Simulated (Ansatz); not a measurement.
## Geometry relaxation of TiO2 (part 2 of 2)

The same run, continued: TiO2 (6 atoms in the cell); DFT PBE, scalar-relativistic, plane waves, PAW, no spin polarisation (Ansatz 0.2.0); cutoff 420 eV, 8×8×6 k-mesh, Gaussian smearing of 0.02 eV. The structure derives from a Materials Project entry. It belongs to a series of runs on one base structure; here: volume × 1.03, shape and atoms relaxed.

Geometry of the input (Å; fractional positions):
```
2.7128  -2.7129  -0.0198
2.7128  2.7129  -0.0198
-2.6752  0.0000  4.9172
Ti 0.1251  0.8749  0.2500
Ti 0.8749  0.1251  0.7500
O  0.3314  0.0816  0.6629
O  0.6686  0.9184  0.3371
O  0.9184  0.6686  0.8371
O  0.0816  0.3314  0.1629
```

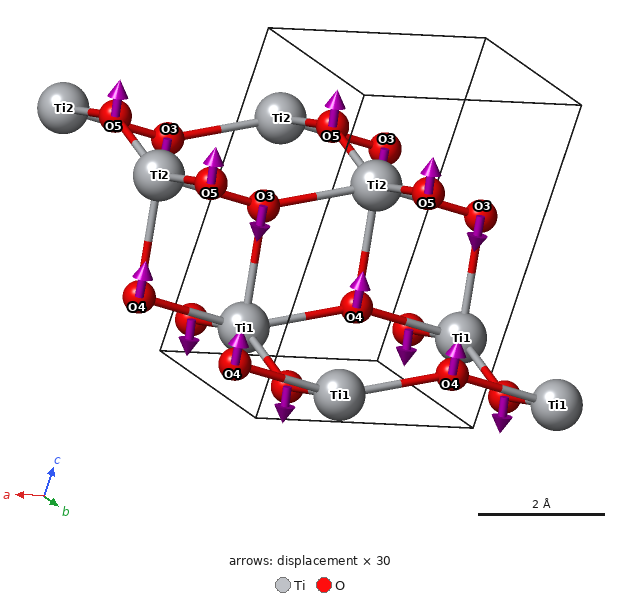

The starting structure with the displacements (without the part carried along by the change of the cell) as pink arrows, magnified 30 times (ball-and-stick view of the cell of the calculation, repeated 2 × 2 × 1, seen at an oblique angle). The energy falls by 5.6 meV per cell of the calculation in 4 geometry steps. Largest force component: 0.15 eV/Å at the start, 0.00048 eV/Å at the end. The pressure goes from −5.70 to −4.91 GPa. The basis was re-selected once at an unchanged geometry, which shifts the energy a little without any move. The largest moves relative to the cell, 0.020 Å, are those of O3, O4, O5 and O6. Ti stays in place. The drawn cell changes at constant volume: a = b 3.837 → 3.820 Å (−0.4 %), c 5.598 → 5.630 Å (+0.6 %), α 110.0° → 109.8°, β 110.0° → 109.8°. The space group stays I4_1/amd (No. 141). The energy change given includes the shifts at the re-selections in mid-walk, which come without any move. A last SCF at the same geometry on a re-selected plane-wave basis shifts the energy by next to nothing (0.0 meV per cell of the calculation). (Atoms are counted from 1 in the order of the input.)

```
basis re-selected at this cell: Δ(F+E_penalty+E_count) = -2.403e-6 eV, ΔP = -0.000 GPa vs the last step (what re-selecting the basis moved, of the pressure what is left beyond the Pulay correction that the steps carried, after the strain that the cell walked since its last selection, with what the two solves' SCF thresholds leave and, on support functions, any second-order correction that the steps lacked; it is no measure of the basis error at this ecutwfc). This SCF's stress stands 1.08e-2 GPa from its target on what of the cell is left free (relax.cell.stress_tol is 1.00e-1 GPa) and its largest allowed force component is 4.82e-4 eV/Å (relax.f_tol is 1.00e-2 eV/Å): within both
SCF converged after 5 iterations
Free energy (F): -7277.467312 eV
Harris-Foulkes:  -7277.467312 eV  (|F-HF|=8.65e-10)
Internal energy: -7277.467312 eV  (E = F + TS)
E sigma→0 (E₀):  -7277.467312 eV
Fermi energy:    7.630316 eV
--- Per-component energies (eV) ---
  E_band       = -488.452867
  E_kinetic    = 1241.133951
  E_local      = -3669.715342  (includes V_loc(G=0)·N_el)
  E_nonlocal   = 196.217710
  E_hartree    = 1420.222339
  E_xc         = -491.192927
  E_vxc        = -621.874480  (∫ρ·V_xc dr)
  E_paw        = -2721.149184  (= ΣΔE_a)
  E_vpaw       = -474.669120  (= ΣTr[D̂ρ^β])
  E_aug_tail   = 0.010174  (compensation charges beyond the density's cutoff)
  E_ewald      = -3252.994033
  E_smearing   = -0.000000  (= −TS)
  E_closure    = 0.000000  (closes the sum)
  Σ components = -7277.467312   (vs F -7277.467312, Δ=0.00e0)
--- Forces (eV/Å), atoms counted from 1 ---
  atom   1  Ti     0.00000000     0.00025023     0.00000000
  atom   2  Ti     0.00000000    -0.00025023    -0.00000000
  atom   3  O      0.00002825    -0.00003676    -0.00048192
  atom   4  O     -0.00002825     0.00003676     0.00048192
  atom   5  O     -0.00002825    -0.00003676     0.00048192
  atom   6  O      0.00002825     0.00003676    -0.00048192
  max |Σ_I F_I| component: 0.00e0 eV/Å
--- Stress (GPa, compression-positive) ---
       -4.917776       0.000000       0.000732
        0.000000      -4.917010       0.000000
        0.000732       0.000000      -4.901241
  P = ⅓ Tr σ = -4.9120 GPa (-49.120 kbar)
--- Band table (eV; the first three rows and the last of 114) ---
  k-point 0: bands = ["-49.8884", "-49.8449", "-26.2921", "-26.0951", "-26.0951", "-26.0420", "-26.0420", "-25.9767", "-10.8563", "-9.8289", "-9.8248", "-9.3972", "2.7679", "2.8344", "2.8344", "3.2910", "4.6661", "4.6795", "4.6796", "5.7778", "5.7778", "5.7991", "6.2240", "6.2241", "8.7075", "9.3118", "10.5399", "10.5399", "10.5507", "10.5507"]
  k-point 1: bands = ["-49.8855", "-49.8479", "-26.2715", "-26.1003", "-26.1003", "-26.0366", "-26.0366", "-25.9985", "-10.7880", "-9.9143", "-9.7838", "-9.4311", "2.8398", "2.8505", "2.8505", "3.1822", "4.6827", "4.6827", "4.8607", "5.6503", "5.6503", "5.6559", "6.3303", "6.3303", "8.7458", "9.2690", "10.3770", "10.3770", "10.7140", "10.7140"]
  k-point 2: bands = ["-49.8776", "-49.8558", "-26.2150", "-26.1089", "-26.1089", "-26.0573", "-26.0280", "-26.0280", "-10.6017", "-10.0978", "-9.7197", "-9.5184", "2.8838", "2.8838", "2.9724", "3.0578", "4.6899", "4.6899", "5.1471", "5.4081", "5.4704", "5.4704", "6.4640", "6.4640", "8.8519", "9.1538", "10.2636", "10.2636", "10.8297", "10.8297"]
  k-point 113: bands = ["-49.8632", "-49.8632", "-26.2537", "-26.2537", "-26.1374", "-26.1374", "-26.0090", "-26.0090", "-9.5964", "-9.5964", "-9.3150", "-9.3150", "2.4152", "2.4152", "2.6253", "2.6253", "3.0853", "3.0853", "4.1221", "4.1221", "4.7190", "4.7190", "6.5118", "6.5118", "9.6858", "9.6858", "10.1469", "10.1469", "11.2361", "11.2361"]
--- Relaxed structure (5 steps of the walk, 5 accepted, 2 SCFs on fresh bases) ---
  F+E_penalty+E_count = -7277.46731231 eV   max|allowed force component| = 4.819e-4 eV/Å   (the final SCF, on the basis selected at the relaxed cell)
  cell:  # Å, volume = 72.0898 Å³
    - [2.701391725610522, -2.7014466282715737, -0.020207535769490637]
    - [2.701391725610522, 2.7014466282715737, -0.020207535769490647]
    - [-2.6643969502367795, -9.297175370991446e-18, 4.959167134625437]
  atoms:
    - { symbol: Ti, position: [0.12503837064545112, 0.8749616293545488, 0.25] }
    - { symbol: Ti, position: [0.8749616293545488, 0.12503837064545112, 0.75] }
    - { symbol: O, position: [0.32942059907660354, 0.07942802222456408, 0.658844114204198] }
    - { symbol: O, position: [0.6705794009233964, 0.9205719777754359, 0.341155885795802] }
    - { symbol: O, position: [0.9205719777754359, 0.6705794009233965, 0.8411558857958022] }
    - { symbol: O, position: [0.07942802222456405, 0.32942059907660354, 0.15884411420419794] }
```

## Trajectory as extended XYZ (Å, eV, eV/Å), 7 frames, from step=1 to step=7
```
6
Lattice="2.7128 -2.7129 -0.0198 2.7128 2.7129 -0.0198 -2.6752 0.0000 4.9172" Properties=species:S:1:pos:R:3:forces:R:3 step=1 energy=-7277.46172 pressure_GPa=-5.70
Ti    2.0440    2.0341    1.2095    0.0000   0.0003   0.0000
Ti    0.7064   -2.0341    3.6681    0.0000  -0.0003   0.0000
O    -0.6530   -0.6776    3.2517   -0.0013  -0.0006  -0.1498
O     3.4034    0.6776    1.6260    0.0013   0.0006   0.1498
O     2.0659   -0.6776    4.0846    0.0013  -0.0006   0.1498
O     0.6846    0.6776    0.7931   -0.0013   0.0006  -0.1498
6
Lattice="2.7080 -2.7081 -0.0200 2.7080 2.7081 -0.0200 -2.6707 0.0000 4.9348" Properties=species:S:1:pos:R:3:forces:R:3 step=2 energy=-7277.46599 pressure_GPa=-5.27
Ti    2.0403    2.0306    1.2137    0.0000   0.0004   0.0000
Ti    0.7050   -2.0306    3.6811    0.0000  -0.0004   0.0000
O    -0.6521   -0.6765    3.2527   -0.0002  -0.0010  -0.0604
O     3.3974    0.6765    1.6421    0.0002   0.0010   0.0604
O     2.0621   -0.6765    4.1096    0.0002  -0.0010   0.0604
O     0.6832    0.6765    0.7853   -0.0002   0.0010  -0.0604
6
Lattice="2.7033 -2.7033 -0.0198 2.7033 2.7033 -0.0198 -2.6656 0.0000 4.9519" Properties=species:S:1:pos:R:3:forces:R:3 step=3 energy=-7277.46709 pressure_GPa=-4.93
Ti    2.0369    2.0274    1.2181    0.0000  -0.0002   0.0000
Ti    0.7040   -2.0274    3.6941    0.0000   0.0002   0.0000
O    -0.6508   -0.6757    3.2551   -0.0028   0.0025   0.0096
O     3.3917    0.6757    1.6571    0.0028  -0.0025  -0.0096
O     2.0589   -0.6757    4.1330    0.0028   0.0025  -0.0096
O     0.6820    0.6757    0.7792   -0.0028  -0.0025   0.0096
6
Lattice="2.7029 -2.7030 -0.0206 2.7029 2.7030 -0.0206 -2.6666 0.0000 4.9540" Properties=species:S:1:pos:R:3:forces:R:3 step=4 energy=-7277.46710 pressure_GPa=-4.93
Ti    2.0362    2.0267    1.2179    0.0000   0.0011   0.0000
Ti    0.7029   -2.0267    3.6949    0.0000  -0.0011   0.0000
O    -0.6519   -0.6753    3.2563    0.0064  -0.0062   0.0051
O     3.3911    0.6753    1.6566   -0.0064   0.0062  -0.0051
O     2.0578   -0.6753    4.1336   -0.0064  -0.0062  -0.0051
O     0.6814    0.6753    0.7793    0.0064   0.0062   0.0051
6
Lattice="2.7029 -2.7030 -0.0206 2.7029 2.7030 -0.0206 -2.6666 0.0000 4.9540" Properties=species:S:1:pos:R:3:forces:R:3 step=5 energy=-7277.46726 pressure_GPa=-4.93
Ti    2.0362    2.0267    1.2179    0.0000   0.0011   0.0000
Ti    0.7029   -2.0267    3.6949    0.0000  -0.0011   0.0000
O    -0.6519   -0.6753    3.2563    0.0065  -0.0062   0.0052
O     3.3911    0.6753    1.6566   -0.0065   0.0062  -0.0052
O     2.0578   -0.6753    4.1336   -0.0065  -0.0062  -0.0052
O     0.6814    0.6753    0.7793    0.0065   0.0062   0.0052
6
Lattice="2.7014 -2.7014 -0.0202 2.7014 2.7014 -0.0202 -2.6644 0.0000 4.9592" Properties=species:S:1:pos:R:3:forces:R:3 step=6 energy=-7277.46731 pressure_GPa=-4.91
Ti    2.0353    2.0259    1.2196    0.0000   0.0002   0.0000
Ti    0.7031   -2.0259    3.6992    0.0000  -0.0002   0.0000
O    -0.6510   -0.6753    3.2591    0.0000   0.0000  -0.0005
O     3.3893    0.6753    1.6597    0.0000   0.0000   0.0005
O     2.0572   -0.6753    4.1393    0.0000   0.0000   0.0005
O     0.6812    0.6753    0.7795    0.0000   0.0000  -0.0005
6
Lattice="2.7014 -2.7014 -0.0202 2.7014 2.7014 -0.0202 -2.6644 0.0000 4.9592" Properties=species:S:1:pos:R:3:forces:R:3 step=7 energy=-7277.46731 pressure_GPa=-4.91
Ti    2.0353    2.0259    1.2196    0.0000   0.0003   0.0000
Ti    0.7031   -2.0259    3.6992    0.0000  -0.0003   0.0000
O    -0.6510   -0.6753    3.2591    0.0000   0.0000  -0.0005
O     3.3893    0.6753    1.6597    0.0000   0.0000   0.0005
O     2.0572   -0.6753    4.1393    0.0000   0.0000   0.0005
O     0.6812    0.6753    0.7795    0.0000   0.0000  -0.0005
```

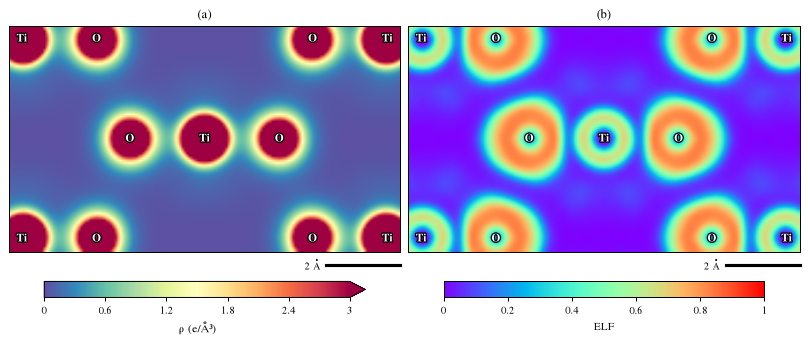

(a) valence pseudo-density; (b) electron localisation function on the (110) plane of the conventional cell. Atoms in the plane: Ti and O. Ti–O (2.02 Å): the density is about 0.62 e/Å³ at the midpoint; the ELF is about 0.20 at the midpoint. Away from the nuclei the density in this plane falls to 0.01 e/Å³ at its lowest. The strong features right at Ti lie inside the PAW spheres (semicore, d or f shells) and say nothing about bonding. The fields are those of the smooth PAW valence density.

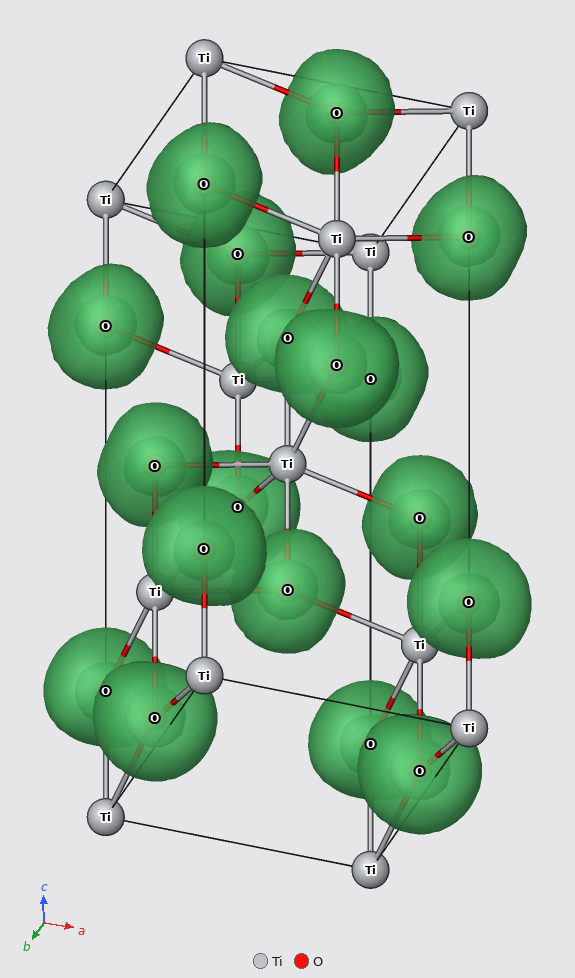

Isosurface of the electron localisation function at 0.75 (green), seen at an oblique angle. Core shells and regions of very low density are left out. Sticks mark near contacts. The outline is the cell set on symmetry axes. Along the contacts the grid gives the following. Ti–O (1.96 Å): the ELF is about 0.20 at the midpoint. Ti–O (2.02 Å): the ELF is about 0.20 at the midpoint.

## Key numbers

- outcome: converged
- space group (tolerance 0.01 Å): I4₁/amd (141)
- electrons treated: 48
- free energy: −7277.4673 eV
- Fermi energy: 7.630 eV
- gap on the k-point mesh: 2.15 eV
- pressure: −4.91 GPa
- final volume: 72.09 Å³
- largest force (length of the vector) at the end: under 0.001 eV/Å
- final cell: a = 3.820 Å, b = 3.820 Å, c = 5.630 Å, α = 109.84°, β = 109.84°, γ = 90.00°
- wall time: 1.7 min
- peak memory: 0.52 GiB
